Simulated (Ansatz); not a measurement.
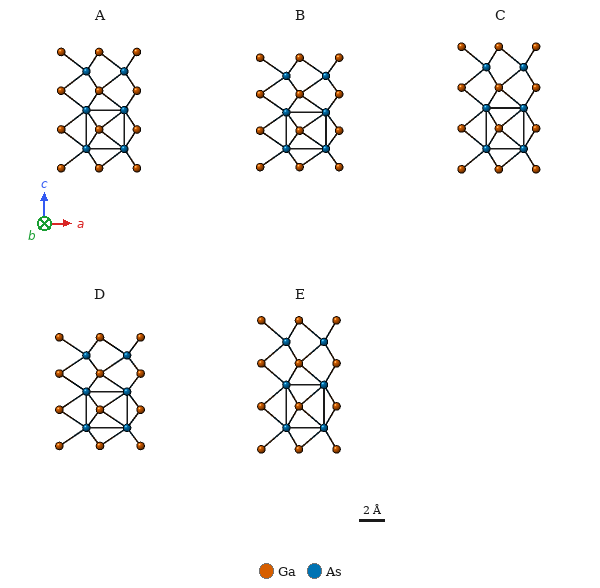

5 geometries from one relaxation of solid GaAs (a generated structure, set up in P-6m2), in shuffled order. A ball-and-stick model of the cell of the calculation, repeated 1 × 1 × 2 with one cell outlined, seen along the b axis.

The run lets cell and atoms move.

Level of theory: Kohn-Sham DFT of a periodic cell, HSEsol, Ansatz PAW (Ansatz 0.2.0). (plane-wave cutoff 420 eV; k-point mesh 5 × 5 × 4; occupations fermi-dirac; smearing width 0.05 eV; no spin polarisation; cell and atoms relaxed; force threshold 0.01 eV/Å; at most 40 steps)

**Order the frames from highest to lowest energy.**

E, C, A, B, D. They are steps 0, 1, 2, 5, 12, at +186 meV per atom, +139 meV per atom, +92.5 meV per atom, +13.9 meV per atom relative to the last. The atoms keep their places relative to the cell (all moves are under 0.005 Å). The volume changes by −1.3 %, with a = b 3.606 → 3.903 Å (+8.2 %), c 3.573 → 3.012 Å (−15.7 %). Some distances before and after: As–As 3.573 → 3.012 Å, As–Ga 2.744 → 2.710 Å. Bond angles that change, for instance: Ga–As–Ga 81.3° → 67.5°, As–Ga–As 81.3° → 67.5°, Ga–As–Ga 82.2° → 92.1°. The space group stays P-6m2 (No. 187). Over 9 accepted moves (12 points after the start) the energy falls by 186 meV per atom. All forces vanish by symmetry, so only the cell relaxes. Pressure: −4.66 GPa at the start and 0.00 GPa at the end. The line search rejected the trial step at point 4 of the run. At 2 points the geometry stayed and the basis and grid were re-selected for the new cell (energy shift of 0.2 meV per atom at most each time).

Limits of the set-up: the k-point mesh is coarse for a cell with partly filled bands.
